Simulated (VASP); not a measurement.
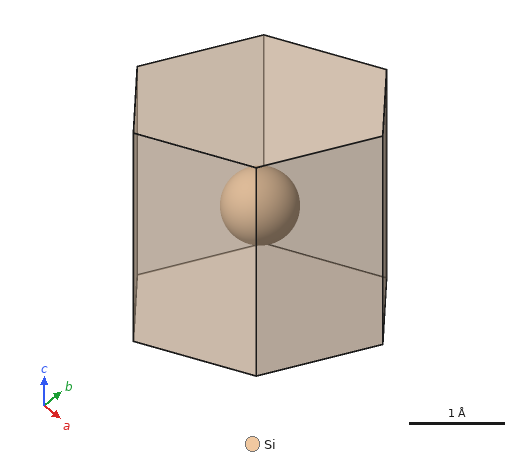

Voronoi cell (the region closer to this atom than to any other), computed from the atomic positions without radii. Central atom: Si (1a) in Si; faces take the colour of the neighbour behind them. Source: a cell listed in the Materials Project, as set up for an electronic-structure calculation.

Si, space group P6/mmm (No. 191), a = 2.621 Å, b = 2.621 Å, c = 2.466 Å, α = 90.00°, β = 90.00°, γ = 120.00°

| site | Wyckoff | x | y | z |
| --- | --- | --- | --- | --- |
| Si | 1a | 0.0000 | 0.0000 | 0.0000 |

How many faces does the cell have, and of which kinds?

Answer. 8 faces, index ⟨0,6,0,2⟩: a hexagonal prism.

What is the volume of this Voronoi cell?

Answer. 14.7 Å³, equal to the mean volume per atom.
